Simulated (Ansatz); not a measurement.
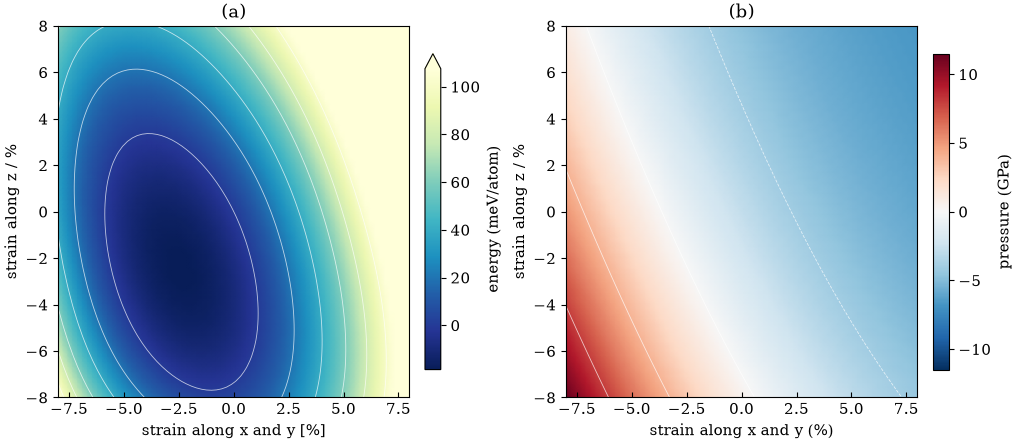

SrCl2 (Fm-3m, No. 225; 3 atoms in the cell). The cell is strained homogeneously, by one strain along x and y and another along z, with fractional coordinates fixed (x, y and z along the cube axes). First axis: strain along x and y. Second axis: strain along z. Grid: 5 × 5 points. All energies are given in meV/atom relative to the unstrained cell. The reference cell is the one listed in the database, not relaxed at this level. All numbers below come from DFT LDA, scalar-relativistic, plane waves, PAW in Ansatz 0.2.0. Settings: cutoff 420 eV, k-mesh 6×6×6, gaussian smearing 0.05 eV, no spin polarisation.

Panel (a) is the energy; panel (b) is the computed pressure, in GPa.

The picture shows a smooth colour map with a few white contour lines, one colour for all values above the top of the scale. Between grid points the surface is interpolated.

Q: How does the pressure vary over the map, and what is it at the lowest grid point?

A: It runs from −6.7 GPa at strain along x and y = 8 %, strain along z = 8 % to 11.5 GPa at strain along x and y = −8 %, strain along z = −8 %. At the lowest grid point, strain along x and y = −4 %, strain along z = 0 %, it is 0.3 GPa.

```
strain along z ↓, strain along x and y →    −8    −4     0     4     8
                                       8   0.9  −2.5  −4.7  −6.0  −6.7
                                       4   2.8  −1.3  −3.9  −5.5  −6.4
                                       0   5.1   0.3  −2.8  −4.7  −5.9
                                      −4   8.0   2.4  −1.4  −3.8  −5.3
                                      −8  11.5   4.9   0.5  −2.4  −4.3
```
